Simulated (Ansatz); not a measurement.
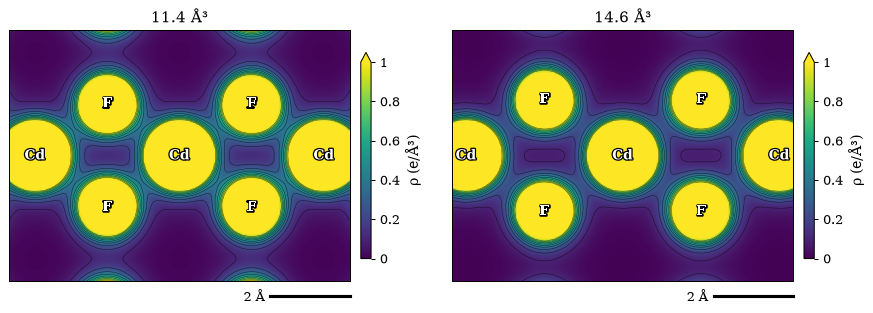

CdF2. The valence electron density of cells scaled evenly to different volumes (given per atom above each panel), on the (011̄) plane of each (indices in the axes of the cell below), at one length scale and on one colour scale.

Method: Ansatz 0.2.0, DFT PBEsol, scalar-relativistic, plane waves, PAW.

Core electrons are frozen (PAW), and the valence fields are smoothed inside the atomic spheres.

The largest cell:

```
Cd F
1.0
     0.00000    2.81444    2.75872
     2.81444    0.00000    2.75872
     2.81444    2.81444    0.00000
Cd F
1 2
Cartesian
  0.0000 0.0000 0.0000
  1.4072 1.4072 1.3794
  4.2217 4.2217 4.1381
```

| volume (Å³/atom) | Cd–F contact in the plane (Å) | ρ at its midpoint (e/Å³) | pressure (GPa) | gap on the mesh (eV) | 
| --- | --- | --- | --- | --- |
| 11.45 | 2.234 | 0.409 | 18.8 | 3.38 | 
| 12.49 | 2.300 | ? | ? | ? | 
| 14.57 | 2.421 | 0.262 | −9.3 | 2.54 | 

Estimate the missing row, and compare with the calculation.

Answer. Over the known rows ln ρ falls by 2.38 per Å of Cd–F distance (the line through the two), which gives 0.350 e/Å³ at 2.300 Å; the calculation gives 0.349 e/Å³. For the pressure, a straight line in volume between the neighbouring rows gives 9.4 GPa; the calculation gives 4.9, lower because pressure rises ever faster on compression. For the gap on the mesh, a straight line in volume between the neighbouring rows gives 3.10 eV; the calculation gives 3.07.
